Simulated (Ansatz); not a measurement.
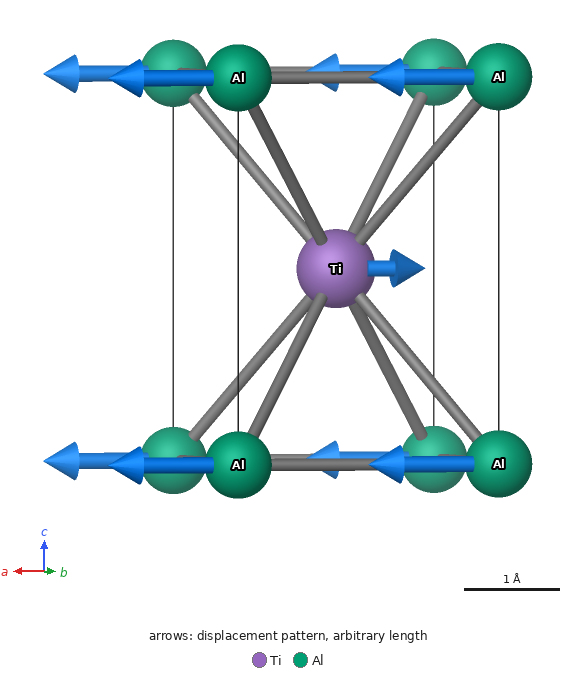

The lowest optical mode of crystalline TiAl (a generated structure), space group P4/mmm (No. 123), at the zone centre. The blue arrows give the relative displacements of the atoms. The picture is a ball-and-stick view of the cell of the calculation, seen from a free direction.

These are results of DFT PBE, scalar-relativistic, plane waves, PAW (Ansatz), not measurements.

The input:
```yaml
crystal:
  lattice:
    - [2.8253521409, 0.0, 0.0]
    - [0.0, 2.8253521409, 0.0]
    - [0.0, 0.0, 4.0764215337]
  atoms:
    - { symbol: Ti, position: [0.5, 0.5, 0.5] }
    - { symbol: Al, position: [0.0, 0.0, 0.0] }
basis:
  ecutwfc: 420
kpoints:
  mp_grid: { grid: [20, 20, 14] }
hamiltonian:
  xc: pbe
scf:
  occupations: { method: fermi_dirac, width: 0.15 }
output:
  eigenvalues: true
phonons:
  method: dfpt
  eigenvectors: true
```

Run as
```bash
ansatz run input.yaml --threads 1 --pin off --max-ram 2560MiB --backend cpu --events-out ev --progress --plain --runs-dir out
```

The frequencies depend somewhat on the k-mesh and the smearing.

Is this crystal at a minimum with respect to the drawn distortion?

Answer. Yes: this softest mode has a real frequency, and so have all others here. That speaks for this wave vector alone: the rest of the zone wasn't checked in this run. This is the E_u mode (doubly degenerate; one member of the set is drawn) at 260 cm⁻¹, the lowest optical level, infrared-active by symmetry. The Al sublattice moves against the Ti sublattice, along a; the kinetic energy is shared as Al 64 %, Ti 36 %. The crystal is a metal, so free carriers screen the infrared response.
